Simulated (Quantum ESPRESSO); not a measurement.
# CaO (Lime): the LO frequency by hand

Wanted: the LO mode of CaO (Lime) from the TO mode and the field response.

Calculated with Quantum ESPRESSO 7.5; DFT LDA, scalar-relativistic, plane waves, PseudoDojo norm-conserving pseudopotentials.

## (1) The relaxed structure

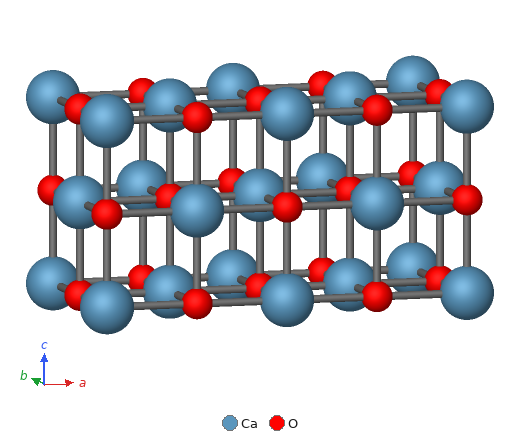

The cell as given, slightly off an axis (calcium blue, oxygen red). 2×1×1 cells are drawn. This picture shows the conventional cell, with its axes. Some periodic images of atoms are drawn too.

This is the cell after its relaxation at this level of theory, not the database cell from which that began.

## (2) What the response run gave

A linear-response run on the relaxed cell, with the response to an electric field; only its zone-centre results are used. Cutoff 84 Ry, k mesh 8×8×8.

Output:

```text
[banners, grids, parts of the stress and lines that vanish by symmetry left out]
Program PHONON v.7.5
     Reading xml data from directory:

[...]
Exchange-correlation= PW
                           (   1   4   0   0   0   0   0)
[...]
kinetic-energy cut-off    =      84.0000  Ry
     charge density cut-off    =     336.0000  Ry
     convergence threshold     =      1.0E-18
[...]
Exchange-correlation= PW
                           (   1   4   0   0   0   0   0)
[...]
q = (   0.0000000   0.0000000   0.0000000 )
     49 Sym.Ops. (with q -> -q+G )
     G cutoff =  336.2829  (  18197 G-vectors)     FFT grid: ( 40, 40, 40)
     number of k points=    29
[...]
Mode symmetry, O_h (m-3m)  point group:
[...]
Dielectric constant
[...]
End of electric fields calculation
          Dielectric constant in cartesian axis
          (       3.869322068      -0.000000000       0.000000000 )
          (      -0.000000000       3.869322068       0.000000000 )
          (       0.000000000       0.000000000       3.869322068 )
          Effective charges (d Force / dE) in cartesian axis without acoustic sum rule applied (asr)
           atom    1  Ca    Mean Z*:        2.37862
      Ex  (        2.37862       -0.00000        0.00000 )
      Ey  (       -0.00000        2.37862        0.00000 )
      Ez  (       -0.00000        0.00000        2.37862 )
           atom    2  O     Mean Z*:       -2.37853
      Ex  (       -2.37853       -0.00000       -0.00000 )
      Ey  (       -0.00000       -2.37853        0.00000 )
      Ez  (       -0.00000        0.00000       -2.37853 )
          Effective charges Sum: Mean:        0.00009
[...]
Effective charges (d Force / dE) in cartesian axis with asr applied:
           atom    1  Ca    Mean Z*:        2.37857
[...]
atom    2  O     Mean Z*:       -2.37857
[...]
Representation #   1 modes #   1   2   3
[...]
End of self-consistent calculation
     Convergence has been achieved
     Representation #   2 modes #   4   5   6
[...]
End of self-consistent calculation
     Convergence has been achieved
[...]
Dielectric constant in cartesian axis
          (       3.869322068      -0.000000000       0.000000000 )
          (      -0.000000000       3.869322068       0.000000000 )
          (       0.000000000       0.000000000       3.869322068 )
          Effective charges (d Force / dE) in cartesian axis without acoustic sum rule applied (asr)
           atom    1  Ca    Mean Z*:        2.37862
      Ex  (        2.37862       -0.00000        0.00000 )
      Ey  (       -0.00000        2.37862        0.00000 )
      Ez  (       -0.00000        0.00000        2.37862 )
           atom    2  O     Mean Z*:       -2.37853
      Ex  (       -2.37853       -0.00000       -0.00000 )
      Ey  (       -0.00000       -2.37853        0.00000 )
      Ez  (       -0.00000        0.00000       -2.37853 )
          Effective charges Sum: Mean:        0.00009
[...]
Effective charges (d Force / dE) in cartesian axis with asr applied:
           atom    1  Ca    Mean Z*:        2.37857
[...]
atom    2  O     Mean Z*:       -2.37857
[...]
q = (    0.000000000   0.000000000   0.000000000 )
[...]
freq (    1) =      -0.006471 [THz] =      -0.215833 [cm-1]
     freq (    2) =      -0.006471 [THz] =      -0.215833 [cm-1]
     freq (    3) =      -0.006471 [THz] =      -0.215833 [cm-1]
     freq (    4) =       8.721085 [THz] =     290.904094 [cm-1]
     freq (    5) =       8.721085 [THz] =     290.904094 [cm-1]
     freq (    6) =       8.721085 [THz] =     290.904094 [cm-1]
[...]
Mode symmetry, O_h (m-3m)  point group:
     freq (   1-   3) =         -0.2  [cm-1]   --> T_1u G_15  G_4- I
     freq (   4-   6) =        290.9  [cm-1]   --> T_1u G_15  G_4- I

   JOB DONE.
```

| quantity | value |
| --- | --- |
| cell volume Ω (Å³) | 26.024 |
| mass of Ca (u) | 40.078 |
| mass of O (u) | 15.999 |
| Born charge of Ca, raw (e) | 2.379 |
| Born charge of O, raw (e) | -2.378 |
| ε∞ | 3.869 |
| ω(TO) after the sum rule (cm⁻¹) | 290.9 |

## (3) The calculation

The charges must sum to zero over the cell; taking off their mean, 0.000 e, leaves Z* = 2.379 e on Ca. In the polar mode Ca moves against O, so the reduced mass is μ = 40.08 × 16.00 / 56.08 = 11.434 u.

A longitudinal wave builds up a field that adds to the restoring force: ω(LO)² = ω(TO)² + 4π Z*² / (μ Ω ε∞), in Hartree atomic units. With μ = 20844 electron masses and Ω = 175.62 bohr³ the second term is 5.0194e-06 Ha², or 241782 cm⁻² (1 Ha = 219474.6 cm⁻¹).

So ω(LO) = √(84623 + 241782) = 571.3 cm⁻¹, and by the Lyddane-Sachs-Teller relation ε₀ = ε∞ (ω(LO)/ω(TO))² = 14.92.

## (4) Check against the program

The analysis program adds the same non-analytic term to the full matrix, here for q along (1 0 0).

Output:

```text
[banner, memory and clock lines left out]
Program DYNMAT v.7.5

     Reading Dynamical Matrix from file g.dyn
     ...Force constants read
     ...epsilon and Z* read

     Polarizability (A^3 units)
     multiply by 0.511132 for Clausius-Mossotti correction
         5.942178   -0.000000    0.000000
        -0.000000    5.942178    0.000000
         0.000000    0.000000    5.942178

     IR activities are in (D/A)^2/amu units

# mode   [cm-1]    [THz]      IR
    1     -0.00   -0.0000    0.0000
    2      0.00    0.0000    0.0000
    3      0.00    0.0000    0.0000
    4    290.90    8.7211   11.4153
    5    290.90    8.7211   11.4153
    6    571.32   17.1278   11.4153
```

ε₀ comes from the program's run without a direction of q.

| quantity | by hand | program |
| --- | --- | --- |
| ω(LO) (cm⁻¹) | 571.3 | 571.3 |
| ε₀ | 14.92 | 14.92 |

## (5) What came out

| Property | Result |
| --- | --- |
| TO mode | 290.9 cm⁻¹ |
| LO mode | 571.3 cm⁻¹ |
| static dielectric constant | 14.92 |

In words: The LO mode of CaO (Lime) lies at 571 cm⁻¹, 280 cm⁻¹ above the TO mode; the formula meets the program within 0.1 cm⁻¹, as it must for a cubic crystal with one polar mode. ω(LO)² − ω(TO)² goes with Z*²/ε∞: an error of 5 % in ε∞ would move the LO mode by 10.2 cm⁻¹, and semilocal functionals tend to overestimate ε∞. These are harmonic values at zero temperature, at the volume of this functional, for the structure held cubic; stability elsewhere in the zone is no part of this calculation.

[Host names and launcher messages were left out of these logs when they were recorded.]

[Logs are printed without paths, hosts, clocks, repeated set-up lines and the standing remarks that a program may print on its own settings, such as how far it seeks lower states.]

[Hosts, paths, dates, database ids (printed as entryN), source tags and the programs' standing remarks are cut or masked in the printed files.]
